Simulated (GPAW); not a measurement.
The compound is NiO (space group Fm-3m, No. 225), taken as an entry of the Crystallography Open Database, as set up for an electronic-structure calculation.

```
Ni O
1.0
     4.17180    0.00000    0.00000
     0.00000    4.17180    0.00000
     0.00000    0.00000    4.17180
Ni O
4 4
Direct
  0.00000 0.00000 0.00000
  0.00000 0.50000 0.50000
  0.50000 0.00000 0.50000
  0.50000 0.50000 0.00000
  0.50000 0.00000 0.00000
  0.50000 0.50000 0.50000
  0.00000 0.00000 0.50000
  0.00000 0.50000 0.00000
```

Bonds are taken as Ni–O below 2.3 Å; no other contact counts. Atoms with one bond or none are removed and atoms with two bonds are replaced by edges, until no such atom is left.

What net does this leave?

The result is a uninodal 6-connected, three-periodic net: Ni and O are 6-connected nodes. It is the pcu net, known from NaCl, ReO3 and the B-X framework of perovskite. It is a single net, without interpenetration.

```tsv
node	links	point symbol	coordination sequence
Ni and O	6	4^12.6^3	6 18 38 66 102 146 198 258
```

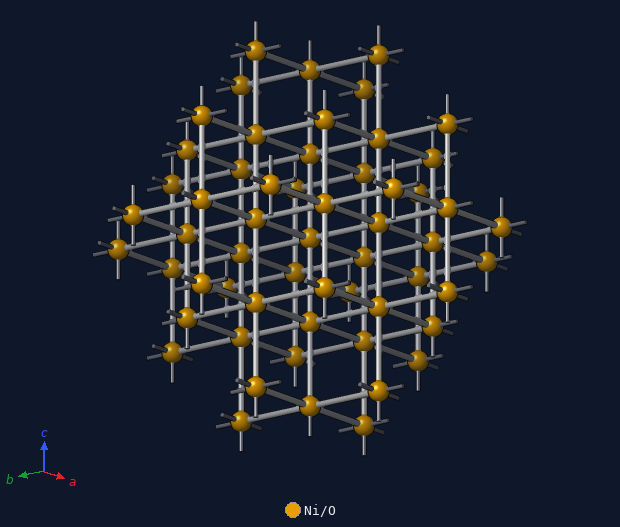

Nodes are coloured by topological kind. Short stubs are edges that leave the cut-out.
